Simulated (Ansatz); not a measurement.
**Al (slab): density, localisation and related maps**

```cif
data_structure
_symmetry_space_group_name_H-M 'P 1'
_symmetry_Int_Tables_number 1
_cell_length_a 2.8168
_cell_length_b 2.8168
_cell_length_c 26.9509
_cell_angle_alpha 90.000
_cell_angle_beta 90.000
_cell_angle_gamma 90.000
_cell_volume 213.84
loop_
_atom_site_label
_atom_site_type_symbol
_atom_site_fract_x
_atom_site_fract_y
_atom_site_fract_z
_atom_site_occupancy
Al1 Al 0.50000 0.50000 0.27828 1
Al2 Al 0.00000 0.00000 0.35219 1
Al3 Al 0.50000 0.50000 0.42609 1
Al4 Al 0.00000 0.00000 0.50000 1
Al5 Al 0.50000 0.50000 0.57391 1
Al6 Al 0.00000 0.00000 0.64781 1
Al7 Al 0.50000 0.50000 0.72172 1
```

Computed without spin polarisation.

Theory: DFT LDA, scalar-relativistic, plane waves, PAW in Ansatz.

Core electrons are frozen (PAW), and the valence fields are smoothed inside the atomic spheres.

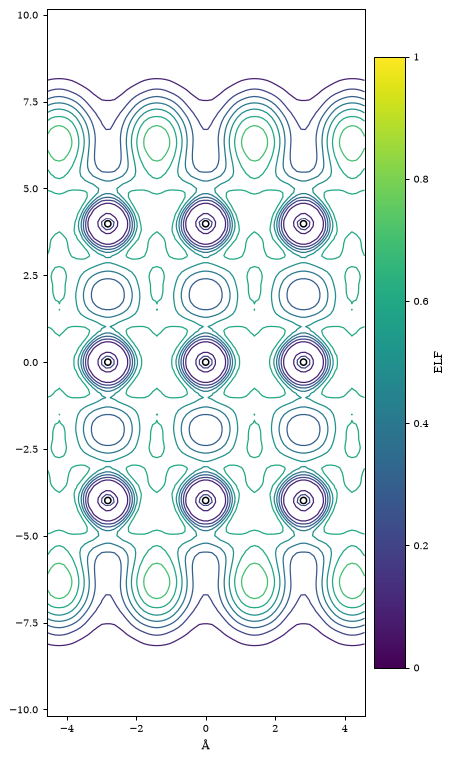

Figure 1. Electron localisation function on the (010) plane of the calculation cell, a cut from vacuum to vacuum. Circles mark the nuclei in the plane (Al).

Q: Describe what can be read from this map.

A: The section cuts through Al sites. Al–Al (2.82 Å): the ELF peaks at about 0.65 between the atoms.

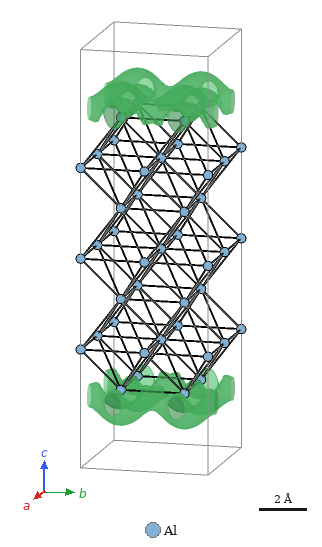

Figure 2. Isosurface of the electron localisation function at 0.7 (green), seen slightly off an axis. Core shells and regions of very low density are left out. Sticks mark near contacts.

Q: Describe the localisation domains.

A: The ELF exceeds this value in sheets that run through the cell in two directions, counted in one cell of 7 atoms. Counts are for one cell; the picture repeats the cell along the surface. There are no localised bonds or lone pairs at this value.

Q: Does the calculation give a band gap?

A: It is metallic or semimetallic at this level of theory: no gap opens.
